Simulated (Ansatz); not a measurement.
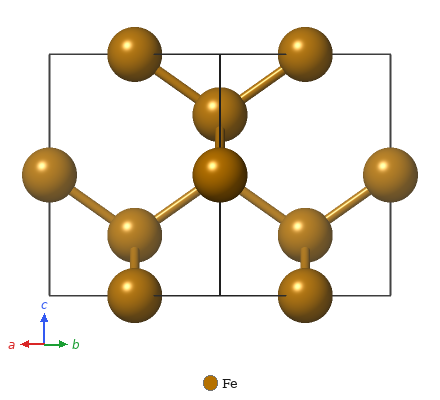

The structure, seen along [110]; the drawing may span several cells.

Structure (in its standard cell), the input geometry of an electronic-structure calculation (not necessarily at equilibrium); the starting structure was generated, so it need not be a known form of this composition:

```
Fe
1.0
     4.94093    0.00000    0.00000
     0.00000    4.94093    0.00000
     0.00000    0.00000    4.94093
Fe
8
Direct
  0.75000 0.75000 0.75000
  0.00000 0.50000 0.00000
  0.75000 0.25000 0.25000
  0.00000 0.00000 0.50000
  0.25000 0.75000 0.25000
  0.50000 0.50000 0.50000
  0.25000 0.25000 0.75000
  0.50000 0.00000 0.00000
```

What does the kinematic electron diffraction pattern along [110] look like at 200 kV (B = 0.3 Å²)?

Answer. The spots form a centred rectangular net with both shortest vectors at d = 2.85 Å, 70.5° apart. They are -1 1 -1 and -1 1 1. The pattern has symmetry 2mm. The lattice centring (F) removes all reflections that break h + k = 2n, h + l = 2n; a screw axis and a glide plane both extinguish reflections such as 0 0 2; reflections such as 2 -2 -2, 2 -2 2, 4 -4 -2 are allowed by the space group but vanish because the atoms sit on special positions.

Strongest reflections with d > 0.88 Å, one of each family (|F|² from tabulated Gaussian fits of the electron scattering factors, times a small damping for the curvature of the Ewald sphere):

```tsv
hkl	d (Å)	I (strongest = 100)
1 -1 1	2.853	100
2 -2 0	1.747	82
0 0 4	1.235	38
1 -1 3	1.490	29
2 -2 4	1.009	22
3 -3 1	1.134	15
```

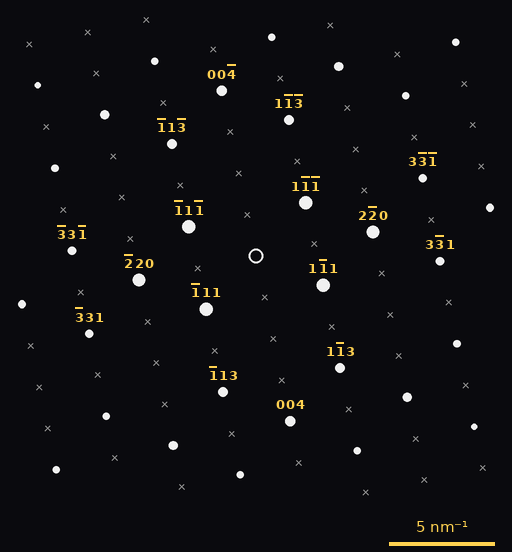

Calculated pattern, seen from the source side with [110] pointing towards the source; crosses mark the places of extinct reflections.
